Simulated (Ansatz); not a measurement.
## TiSi6: geometry relaxation (part 3 of 3)

TiSi6 (slab, 7 atoms in the cell); DFT PBEsol, scalar-relativistic, plane waves, PAW, spin-polarised (Ansatz 0.2.0); cutoff 420 eV, 9×9×1 k-mesh, Gaussian smearing of 0.05 eV, collinear spins. The structure derives from a Materials Project entry. The input holds or restrains some coordinates. Forces given for the steps count only the free coordinates. It belongs to a series of runs on one base structure; here: Ti put at a top Si site.

Geometry of the input (Å; fractional positions):
```
3.8249  0.0000  0.0000
-1.9124  3.3125  0.0000
0.0000  0.0000  26.1211
Si 0.6667  0.3333  0.3254
Si 0.3333  0.6667  0.3559
Si 0.3333  0.6667  0.4465
Si 0.6667  0.3333  0.4756
Si 0.6667  0.3333  0.5673
Si 0.3333  0.6667  0.5929
Ti 0.3333  0.6667  0.6971
```

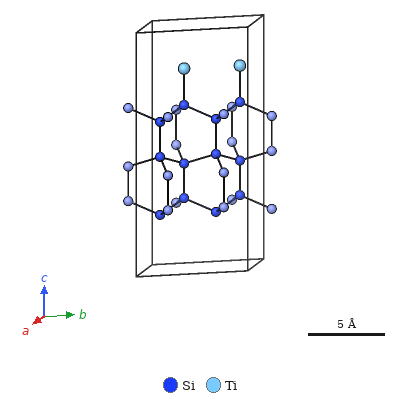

Figure 1. The geometry at step 3 of the log (ball-and-stick view of the 1 × 2 repeat of the cell, with the vacuum cut short, seen slightly off an axis; neighbours outside the cell are drawn fainter).

```
WARN: The output density's exchange-correlation potential varies sharply where the density is thin. Do not read a vacuum level from v_tot or v_xc, or from such a field of the output density. On a cell that repeats whose density bears no net charge and no dipole along the vacuum's axis use v_es (v_loc + v_h of the components); under efield.dipole_correction with no amplitude use v_es + v_field, which holds any external_charges[].barrier, or the levels of the report's work_function block, which leave it out; under a non-zero efield.amplitude the vacuum is tilted and has no level; on a cell that repeats and bears such a dipole with no correction it is tilted too, and efield.dipole_correction with no amplitude gives each side of its ramp a level where efield: is served; in a cell that repeats whose density bears a net charge (total_charge, or a fill off its count) it is curved and has none; of a slab under crystal.periodic whose density bears no net charge use v_es, which has a level on each side, short of where the two are joined; of another it falls or rises all the way out and has none; of a slab beside external_charges read slab_vacuum_level instead, which it has where they leave it neutral. The grid or the basis barely resolves most such structure, and the values can differ between equally converged runs; as a rule a tighter scf.convergence.dr2_threshold does not remove it. Where the density itself ripples (under the LDA too) a higher basis.ecutwfc lessens it. The files hold the spikes' plane waves up to the density's cutoff. Files: v_tot_of_output_density and the like, and their columns of v_z.tsv (output.write_potential); v_xc_of_output_density and the like, and their columns of v_comp_z.tsv (output.write_potential_components). Measured: with its Gaussian average of σ = 0.25 Å subtracted twice, the exchange-correlation potential is over 0.1 eV at 1111 of the grid points where the equally averaged density (valence and model cores) is under 1e-3 e/Å³, and 1.11 eV at the most among them, at an averaged density of 1.8e-8 e/Å³. The input density's (outcome.potential() and, of a run that writes arrays, v_tot and v_xc) is over 0.1 eV, so measured, at 11 points of its own thin density, 0.317 eV at the most. See output.write_potential in the manual, Limitations
SCF converged after 5 iterations
Magnetization: 1.9219 μB (18.9610 up, 17.0390 down)
Absolute magnetization: 3.5118 μB (∫|ρ↑−ρ↓|, with the PAW one-centre terms)
Spin contamination: 0.7819 ħ² per cell (⟨S²⟩ above its minimum at these occupations)
Per-site moments (μB) at R_I (Å): [(-0.19417207674282863, 0.9684117023674468), (-0.02567710894192589, 0.9684117023674468), (-0.03882302493731609, 0.9673695950014449), (-0.0066204355752415124, 0.9673695950014449), (0.002664799290361699, 0.9700961504150889), (-0.014372585693189357, 0.9700961504150889), (1.5719080904715015, 1.0447968931415121)]
Free energy (F): -6198.229507 eV
Harris-Foulkes:  -6198.229507 eV  (|F-HF|=5.28e-8)
Internal energy: -6198.223965 eV  (E = F + TS)
E sigma→0 (E₀):  -6198.226736 eV
Entropy (-TS):   -0.005543 eV (-0.792 meV/atom)
Fermi energy:    0.540948 eV
Dipole field:    D = 0.042567 V/Å  (p = 0.077852 e·Å, saw-weighted, corrected)
Work function:   Φ+ = 3.6732 eV   Φ− = 4.7851 eV
Levels:          The Fermi level and band energies are counted from a zero that moves with the ramp; work functions are not
--- Per-component energies (eV) ---
  E_band       = -413.198634
  E_kinetic    = 505.816014
  E_local      = -12532.638974  (includes V_loc(G=0)·N_el)
  E_nonlocal   = 170.412243
  E_hartree    = 6013.048926
  E_xc         = -418.905635
  E_vxc        = -394.616356  (∫ρ·V_xc dr)
  E_paw        = -4017.286741  (= ΣΔE_a)
  E_vpaw       = -187.105406  (= ΣTr[D̂ρ^β])
  E_aug_tail   = 0.000156  (compensation charges beyond the density's cutoff)
  E_efield     = 0.001657  (sawtooth field / dipole correction)
  E_vefield    = -1.148830  (∫n·V_field dr)
  E_ewald      = 4080.999642
  E_core_change = 0.328748  (= ΣΔE_core)
  E_smearing   = -0.005543  (= −TS)
  E_closure    = -0.000000  (closes the sum)
  Σ components = -6198.229507   (vs F -6198.229507, Δ=0.00e0)
--- Forces (eV/Å), atoms counted from 1 ---
  atom   1  Si     0.00000000     0.00000000     0.42611445
  atom   2  Si     0.00000000    -0.00000000    -0.64714655
  atom   3  Si     0.00000000    -0.00000000     0.21695276
  atom   4  Si     0.00000000     0.00000000    -0.00364626
  atom   5  Si     0.00000000     0.00000000     0.00923131
  atom   6  Si     0.00000000    -0.00000000     0.00473437
  atom   7  Ti     0.00000000    -0.00000000    -0.00620728
  max |Σ_I F_I| component: 3.28e-5 eV/Å
--- Band table (eV; the first three rows and the last of 24) ---
  k-point 0 ↑: bands = ["-57.1491", "-33.5291", "-33.5291", "-33.4970", "-11.0486", "-10.2405", "-9.3907", "-5.4727", "-3.6287", "-2.2613", "-0.6323", "-0.4208", "-0.4208", "0.0965", "0.0965", "0.5095", "0.5095", "0.5321", "0.6108", "0.6108", "1.1606", "1.1606", "1.3362", "2.2199", "3.2109", "3.2704"]
  k-point 1 ↑: bands = ["-57.1489", "-33.5323", "-33.5299", "-33.4967", "-10.9042", "-10.0959", "-9.2434", "-5.3934", "-3.5415", "-2.1807", "-1.4686", "-0.8392", "-0.7556", "-0.7021", "-0.1563", "-0.1560", "0.3661", "0.4313", "0.5274", "0.6000", "1.0978", "1.1022", "1.3970", "2.6385", "3.4713", "3.6061"]
  k-point 2 ↑: bands = ["-57.1483", "-33.5402", "-33.5320", "-33.4958", "-10.4784", "-9.6697", "-8.8077", "-5.2936", "-3.6194", "-2.9968", "-2.3429", "-2.1880", "-1.4575", "-1.2332", "-0.6555", "-0.3846", "-0.1155", "0.2583", "0.3820", "0.8175", "1.0094", "1.0762", "1.4416", "2.2842", "2.8873", "3.6728"]
  k-point 11 ↓: bands = ["-55.5328", "-31.9808", "-31.8656", "-31.8656", "-8.1125", "-7.9948", "-6.9229", "-6.8481", "-6.0623", "-6.0544", "-4.1605", "-3.5019", "-2.8429", "-2.1411", "-2.1142", "-0.6302", "0.0409", "1.4230", "1.7002", "1.7886", "1.8483", "2.6524", "2.8398", "3.8892", "3.9280", "4.1426"]
--- Relaxed structure (5 steps of the walk, 5 accepted, 0 SCFs on fresh bases) ---
  F+E_penalty+E_count = -6198.22950707 eV   max|allowed force component| = 9.231e-3 eV/Å
  atoms:
    - { symbol: Si, position: [0.6666666666666667, 0.3333333333333332, 0.32540703390000003] }
    - { symbol: Si, position: [0.33333333333333337, 0.6666666666666667, 0.3559122529] }
    - { symbol: Si, position: [0.33333333333333337, 0.6666666666666667, 0.44646421000000003] }
    - { symbol: Si, position: [0.6666666666666667, 0.3333333333333332, 0.4766832917837846] }
    - { symbol: Si, position: [0.6666666666666667, 0.3333333333333332, 0.5681938920549342] }
    - { symbol: Si, position: [0.33333333333333337, 0.6666666666666667, 0.5991566670609837] }
    - { symbol: Ti, position: [0.33333333333333337, 0.6666666666666667, 0.6961218743208567] }
--- Löwdin populations: 7 sites ---
  site symbol       q [e]    m [muB]
     0     Si      3.9387    -0.6216
     1     Si      3.9752    -0.0037
     2     Si      3.9439    -0.0890
     3     Si      3.9671    -0.0081
     4     Si      3.9496     0.0170
     5     Si      4.1716    -0.0542
     6     Ti     11.6097     2.5166
  spilling = 0.012341 (of n_electrons = 36.000000)
```

## File populations.tsv
```
# site	symbol	l	j	q_up	q_dn
# orbitals = lowdin
# n_electrons = 36.000000
# spilling = 0.012341
0	Si	0_3S	-	0.627826	0.706438
0	Si	1_3P	-	1.030725	1.573733
1	Si	0_3S	-	0.597386	0.594867
1	Si	1_3P	-	1.388347	1.394556
2	Si	0_3S	-	0.595742	0.611077
2	Si	1_3P	-	1.331716	1.405336
3	Si	0_3S	-	0.603157	0.604756
3	Si	1_3P	-	1.376304	1.382852
4	Si	0_3S	-	0.617305	0.599481
4	Si	1_3P	-	1.365999	1.366798
5	Si	0_3S	-	0.631736	0.640344
5	Si	1_3P	-	1.426990	1.472566
6	Ti	0_3S	-	0.988410	0.988794
6	Ti	0_4S	-	0.578029	0.358559
6	Ti	1_3P	-	2.996207	2.995401
6	Ti	2_3D	-	2.500498	0.203771
```

## Trajectory as extended XYZ (Å, eV, eV/Å), 5 frames, from step=1 to step=5
```
7
Lattice="3.8249 0.0000 0.0000 -1.9124 3.3125 0.0000 0.0000 0.0000 26.1211" Properties=species:S:1:pos:R:3:forces:R:3 step=1 energy=-6198.11278
Si    1.9124    1.1041    8.5000    0.0000   0.0000   0.4173
Si    0.0000    2.2083    9.2968    0.0000   0.0000  -0.6974
Si    0.0000    2.2083   11.6622    0.0000   0.0000   0.0694
Si    1.9124    1.1041   12.4243    0.0000   0.0000   0.0279
Si    1.9124    1.1041   14.8176    0.0000   0.0000  -0.4165
Si    0.0000    2.2083   15.4882    0.0000   0.0000   1.2796
Ti    0.0000    2.2083   18.2082    0.0000   0.0000  -0.6808
7
Lattice="3.8249 0.0000 0.0000 -1.9124 3.3125 0.0000 0.0000 0.0000 26.1211" Properties=species:S:1:pos:R:3:forces:R:3 step=2 energy=-6198.20659
Si    1.9124    1.1041    8.5000    0.0000   0.0000   0.4214
Si    0.0000    2.2083    9.2968    0.0000   0.0000  -0.6572
Si    0.0000    2.2083   11.6622    0.0000   0.0000   0.2439
Si    1.9124    1.1041   12.4525    0.0000   0.0000   0.0669
Si    1.9124    1.1041   14.8630    0.0000   0.0000  -0.2475
Si    0.0000    2.2083   15.6238    0.0000   0.0000   0.5628
Ti    0.0000    2.2083   18.2430    0.0000   0.0000  -0.3907
7
Lattice="3.8249 0.0000 0.0000 -1.9124 3.3125 0.0000 0.0000 0.0000 26.1211" Properties=species:S:1:pos:R:3:forces:R:3 step=3 energy=-6198.22322
Si    1.9124    1.1041    8.5000    0.0000   0.0000   0.4247
Si    0.0000    2.2083    9.2968    0.0000   0.0000  -0.6480
Si    0.0000    2.2083   11.6622    0.0000   0.0000   0.2001
Si    1.9124    1.1041   12.4480    0.0000   0.0000   0.0288
Si    1.9124    1.1041   14.8414    0.0000   0.0000  -0.0406
Si    0.0000    2.2083   15.6487    0.0000   0.0000  -0.2467
Ti    0.0000    2.2083   18.1350    0.0000   0.0000   0.2819
7
Lattice="3.8249 0.0000 0.0000 -1.9124 3.3125 0.0000 0.0000 0.0000 26.1211" Properties=species:S:1:pos:R:3:forces:R:3 step=4 energy=-6198.22949
Si    1.9124    1.1041    8.5000    0.0000   0.0000   0.4263
Si    0.0000    2.2083    9.2968    0.0000   0.0000  -0.6474
Si    0.0000    2.2083   11.6622    0.0000   0.0000   0.2171
Si    1.9124    1.1041   12.4515    0.0000   0.0000  -0.0038
Si    1.9124    1.1041   14.8419    0.0000   0.0000   0.0094
Si    0.0000    2.2083   15.6507    0.0000   0.0000   0.0050
Ti    0.0000    2.2083   18.1835    0.0000   0.0000  -0.0065
7
Lattice="3.8249 0.0000 0.0000 -1.9124 3.3125 0.0000 0.0000 0.0000 26.1211" Properties=species:S:1:pos:R:3:forces:R:3 step=5 energy=-6198.22951
Si    1.9124    1.1041    8.5000    0.0000   0.0000   0.4261
Si    0.0000    2.2083    9.2968    0.0000   0.0000  -0.6471
Si    0.0000    2.2083   11.6622    0.0000   0.0000   0.2170
Si    1.9124    1.1041   12.4515    0.0000   0.0000  -0.0036
Si    1.9124    1.1041   14.8419    0.0000   0.0000   0.0092
Si    0.0000    2.2083   15.6507    0.0000   0.0000   0.0047
Ti    0.0000    2.2083   18.1835    0.0000   0.0000  -0.0062
```

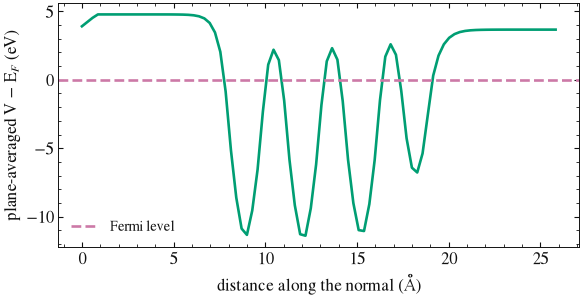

Figure 2. Plane average of the electrostatic potential energy of an electron across the cell, from the Fermi level. The vacuum level lies 3.67 eV above the Fermi level on the upper side and 4.79 eV on the lower.

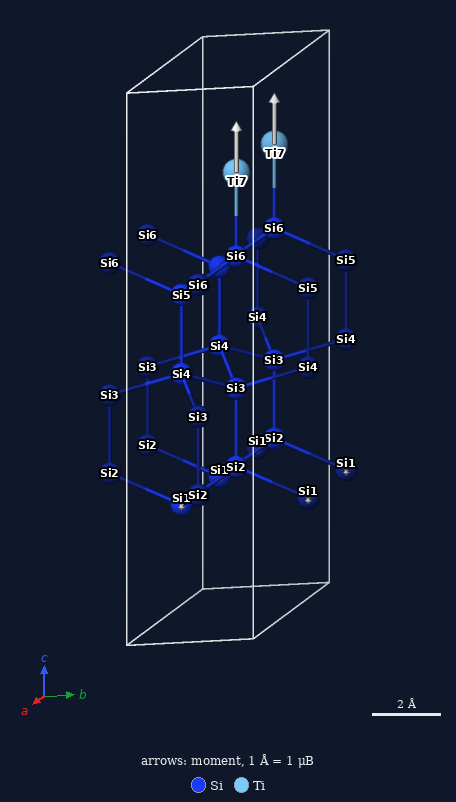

Figure 3. Magnetic moments of the sites as white arrows (ball-and-stick view of the 2 × 1 repeat of the cell, with the vacuum cut short, seen slightly off an axis; neighbours outside the cell are drawn fainter; atoms are numbered from 1 in the order of the input); small moments hardly show. The run is collinear, so the axis drawn is arbitrary. Site moments: Ti7 (1.57 μB); Si1 (−0.19 μB). They are counted near the atoms and needn't add up to the moment of the cell.

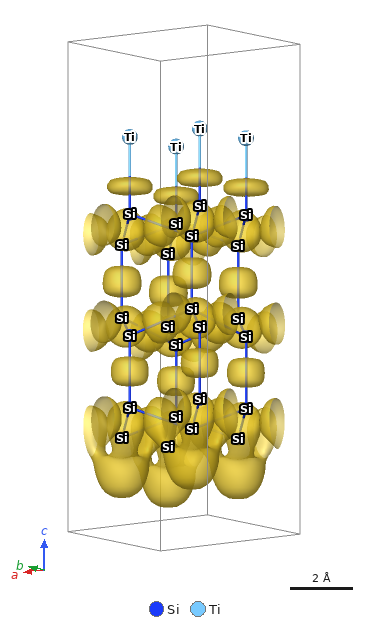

Figure 4. Isosurface of the electron localisation function at 0.8 (yellow), seen at an oblique angle. Only the valence region is drawn (cores and ρ < 0.01 e/Å³ removed). Sticks mark near contacts. Ti–Si (2.53 Å): the ELF is about 0.75 at the midpoint. In a PAW calculation such maps are meaningful between the atoms, not at the nuclei.

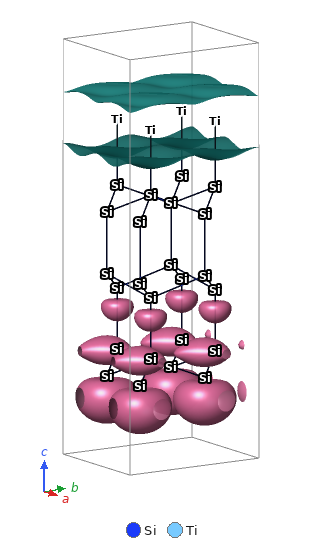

Figure 5. Isosurfaces of the magnetisation density (up minus down) at +0.02 (teal) and −0.02 e/Å³ (pink), seen slightly off an axis. Sticks mark near contacts. The spin density sits on Ti: +1.6 μB in one cell of 7 atoms: a single local moment. The cell of the calculation (7 atoms) carries 1.9 μB net.

## Summary

- outcome: converged under the restraints of the input
- electrons treated: 36
- free energy: −6198.2295 eV
- work function, top face: 3.67 eV
- work function, bottom face: 4.79 eV
- Fermi energy: 0.541 eV
- gap on the k-point mesh: none (metallic)
- net moment of the cell: 1.92 μB
- integrated absolute moment: 3.51 μB
- final volume: 330.95 Å³
- work function (upper face): 3.67 eV
- largest force (length of the vector) at the end, held atoms and coordinates included: 0.647 eV/Å
- hardware: 1 thread of Intel Xeon (Sapphire Rapids), 64 GiB of memory available, shared host
- wall time: 1.8 min
- peak memory: 0.67 GiB

The program warns: the exchange-correlation potential is rough where the density is thin.
